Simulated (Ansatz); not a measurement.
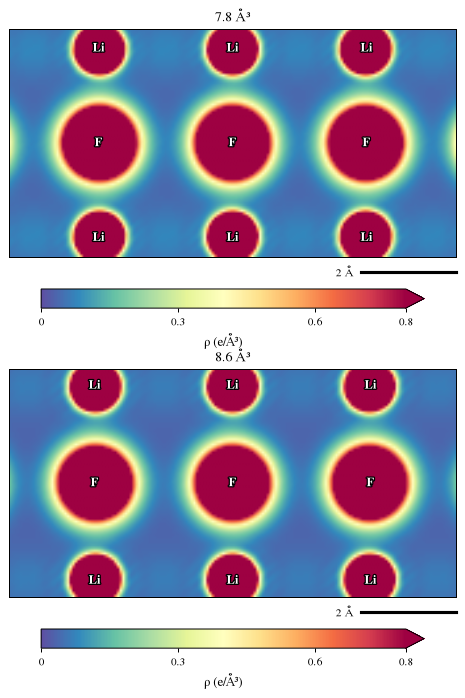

LiF. The valence pseudo-density of cells scaled evenly to different volumes (given per atom above each panel), on the (11̄0) plane of each (indices in the axes of the cell below), at one length scale and on one colour scale.

The calculation used DFT HSE06, scalar-relativistic, plane waves, PAW (Ansatz 0.2.0).

The density is the valence pseudo-density of a PAW calculation; it isn't the true density close to the nuclei.

The largest cell:

```
Li F
1.0
     0.00000    2.04482    2.04482
     2.04482    0.00000    2.04482
     2.04482    2.04482    0.00000
Li F
1 1
Direct
  0.00000 0.00000 0.00000
  0.50000 0.50000 0.50000
```

| volume (Å³/atom) | Li–F contact in the plane (Å) | ρ at its midpoint (e/Å³) | pressure (GPa) | gap on the mesh (eV) | 
| --- | --- | --- | --- | --- |
| 7.82 | 1.985 | 0.283 | 2.4 | 11.82 | 
| 8.07 | 2.005 | ? | ? | ? | 
| 8.55 | 2.045 | 0.244 | −3.8 | 10.97 | 

What values belong in the row with question marks?

Over the known rows ln ρ falls by 2.47 per Å of Li–F distance (the line through the two), which gives 0.269 e/Å³ at 2.005 Å; the calculation gives 0.269 e/Å³. For the pressure, a straight line in volume between the neighbouring rows gives 0.3 GPa; the calculation gives 0.0. For the gap on the mesh, a straight line in volume between the neighbouring rows gives 11.53 eV; the calculation gives 11.52.
